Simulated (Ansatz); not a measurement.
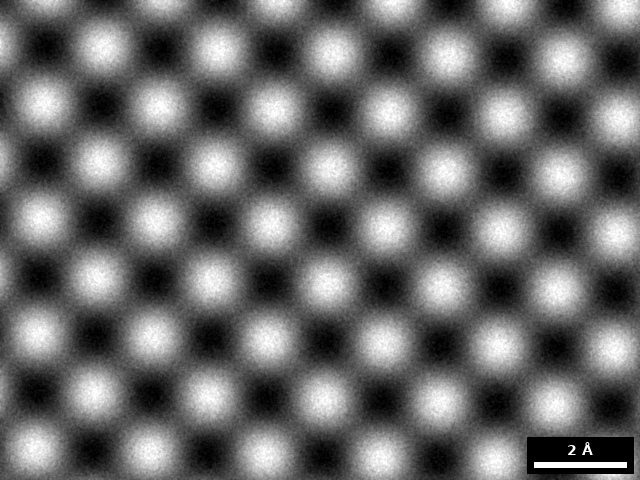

Dark-field STEM-like image of Cr (Fd-3m, No. 227). Simulation: incoherent imaging, intensity Z^1.6 per atom, probe width 1.26 Å, thin sample. Shot noise was added. Model: the input geometry of an electronic-structure calculation (not necessarily at equilibrium); the starting structure was generated, so it need not be a known form of this composition.

```
Cr
1.0
     5.04058    0.00000    0.00000
     0.00000    5.04058    0.00000
     0.00000    0.00000    5.04058
Cr
8
Direct
  0.75000 0.75000 0.75000
  0.00000 0.50000 0.00000
  0.75000 0.25000 0.25000
  0.00000 0.00000 0.50000
  0.25000 0.75000 0.25000
  0.50000 0.50000 0.50000
  0.25000 0.25000 0.75000
  0.50000 0.00000 0.00000
```

Question: Which beam direction gives this image, [001], [210], [211] or [221]? (Directions equivalent by symmetry count as one.)

Answer: [001]. The projected cells are 1.78 × 1.78 Å, 90° for [001]; 1.13 × 1.38 Å, 114° for [210]; 1.78 × 2.91 Å, 90° for [211]; 0.59 × 1.78 Å, 90° for [221], and the image repeats as the [001] one does.
